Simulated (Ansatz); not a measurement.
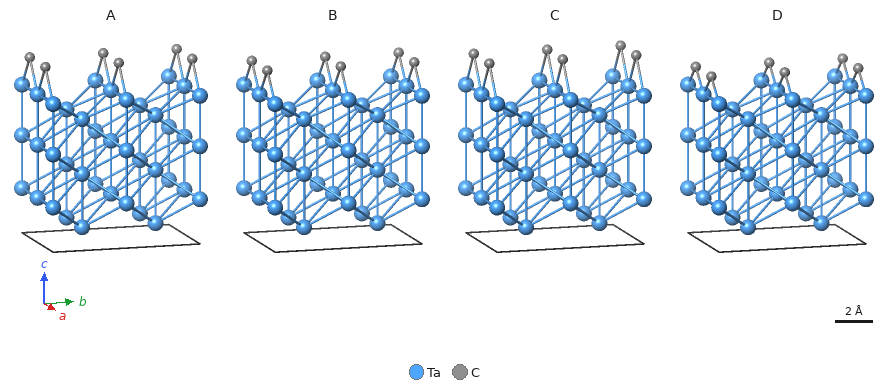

4 geometries from one constrained relaxation of a slab of composition Ta6C (cut from the Fm-3m phase), in shuffled order. A ball-and-stick model of the 2 × 2 repeat of the cell, outlined in the plane, without the vacuum, seen slightly off an axis.

Case: C over the place (2/4, 0/4) of the surface cell, its height relaxed. The slab is the (1 1 0) face of Ta with C on it. 6 atoms are held fixed.

These are results of Ansatz, DFT PBEsol, scalar-relativistic, plane waves, PAW, not measurements. Set-up: plane-wave cutoff 420 eV; k-point mesh 10 × 7 × 1; occupations gaussian; smearing width 0.1 eV; no spin polarisation; dipole correction; atoms relaxed in a fixed cell; force threshold 0.02 eV/Å; at most 25 steps.

Order the frames from highest to lowest energy.

C, A, B, D. They are steps 0, 1, 2, 6, at +2.115 eV per cell of the calculation, +1.421 eV per cell of the calculation, +0.720 eV per cell of the calculation relative to the last. The C atom moves most: 0.72 Å along the normal (−c). Ta stays in place. The lattice vectors keep their values. Near-neighbour distances that change, for instance: C–Ta 2.470 → 1.942 Å. Among the angles between lasting bonds that change: Ta–C–Ta 73.4° → 99.0°. The energy falls by 2.115 eV per cell of the calculation in 5 accepted moves (6 points after the start). The largest force component goes from 3.5 to 0.012 eV/Å. 1 step only repeated the SCF at the same geometry.

Limits of the set-up: the periodic images lie only 3.0 Å apart, so the values are limited by the cell's size.
